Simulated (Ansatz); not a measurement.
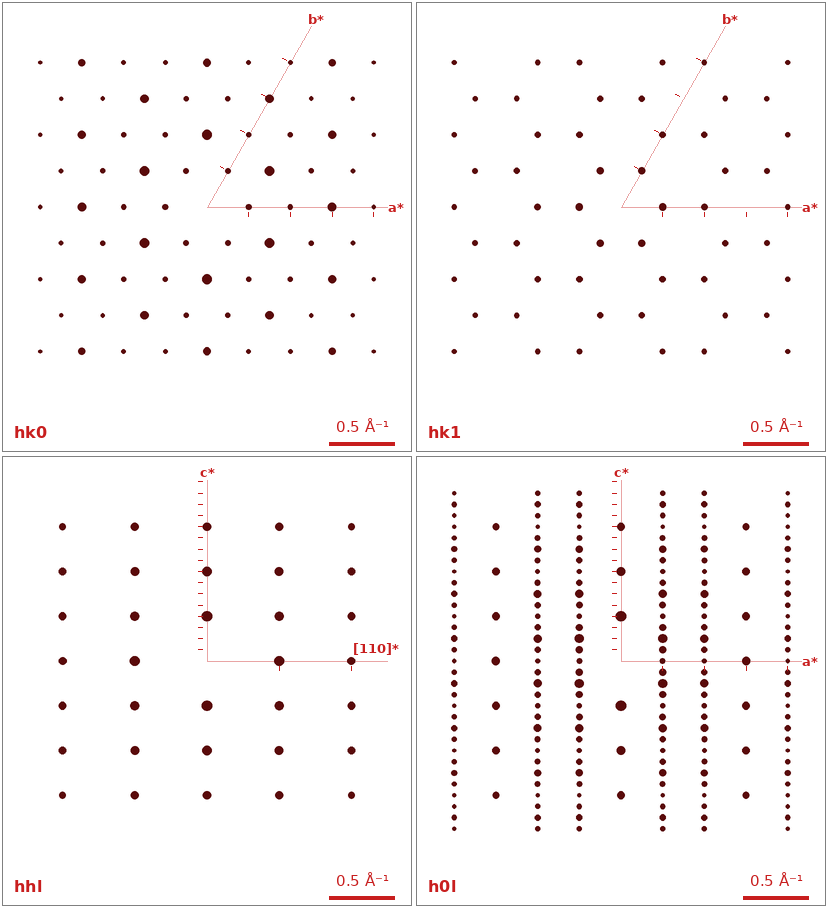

Simulated precession-type sections (X-rays; kinematic intensities, B = 0.5 Å²). The ticks mark integer indices of the conventional cell.

The compound is Tl. Structure: coordinates from a relaxation with Ansatz, DFT, PBE, plane waves (420 eV) with PAW, scalar-relativistic; the starting structure was generated, so it need not be a known form of this composition.

Read the reciprocal cell and give the direct cell.

Answer. a* = 0.325, b* = 0.325, c* = 0.087 Å⁻¹, γ* = 60°; the cell is hexagonal with a = 3.55 Å, c = 11.45 Å (hexagonal axes).

List the systematic absences.

Answer. Reflections are present only under these conditions. hkl: no condition; hk0: no condition; h0l: no condition; hhl: l = 2n; 00l: l = 2n. The lattice is primitive (P). Further gaps, such as 3 0 1, 0 3 1, 3 0 3, come from atoms on special positions, not from the group's general conditions. A few very weak reflections are below the display threshold.

Which space groups fit?

Answer. The intensities have Laue symmetry 6/mmm (the hk0 layer shows 6mm, hk1 shows 6mm). With these conditions the candidates are P6_3mc (No. 186), P-62c (No. 190), P6_3/mmc (No. 194). Diffraction geometry alone does not choose among them; the structure has P6_3/mmc.
